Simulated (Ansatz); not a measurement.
System: AlAu.

Input file:

```
crystal:
  lattice:
    - [3.1581287985, 0.0, 0.0]
    - [0.0, 3.1581287985, 0.0]
    - [0.0, 0.0, 3.1581287985]
  atoms:
    - { symbol: Au, position: [0.5, 0.5, 0.5] }
    - { symbol: Al, position: [0.0, 0.0, 0.0] }
hamiltonian:
  xc: hse06
  pseudopotentials: { kind: paw }
kpoints:
  mp_grid: { grid: [6, 6, 6] }
scf:
  occupations: { method: fermi_dirac, width: 0.05 }
output:
  forces: true
  stress: true
  eigenvalues: true
  write_density: true
  write_potential: true
  elf: true
  volumetric_format: npy
```

Below, planes, directions and counts refer to the conventional cell (a = 3.16 Å, b = 3.16 Å, c = 3.16 Å, α = 90.00°, β = 90.00°, γ = 90.00°).

Space group Pm-3m; a structure from a database of computed crystals, not necessarily the ambient phase; computed pressure about 5 GPa in this cell.

Method: Ansatz, Kohn-Sham DFT of a periodic cell, HSE06, Ansatz PAW.

**What will maps of the valence pseudo-density and electron localisation function show?**

Al–Au (2.74 Å): ρ is about 0.31 e/Å³ halfway; the ELF is about 0.40 at the midpoint.

**Does the calculation give a band gap?**

It is gapless in this calculation (a metal or semimetal).

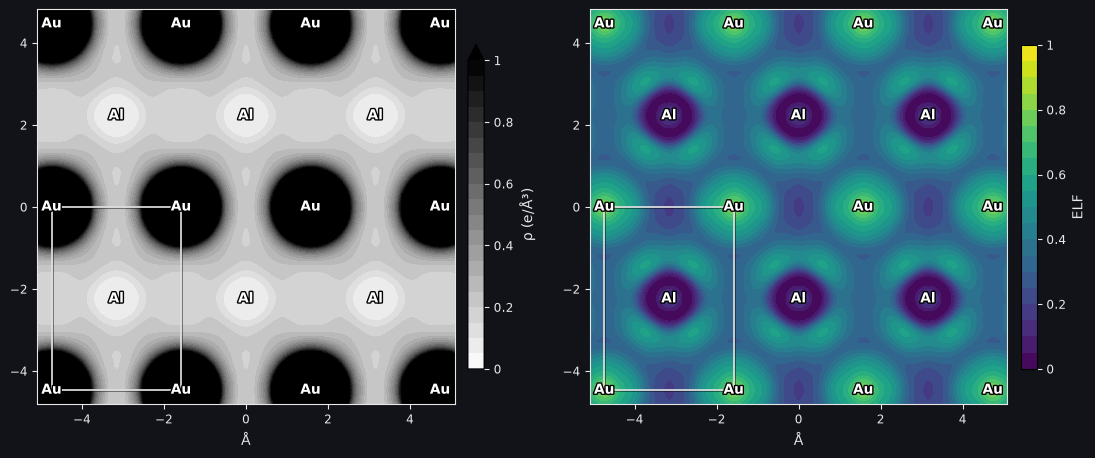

Computed valence pseudo-density and electron localisation function on the (011̄) plane of the conventional cell, in this order. 

In a PAW calculation such maps are meaningful between the atoms, not at the nuclei.
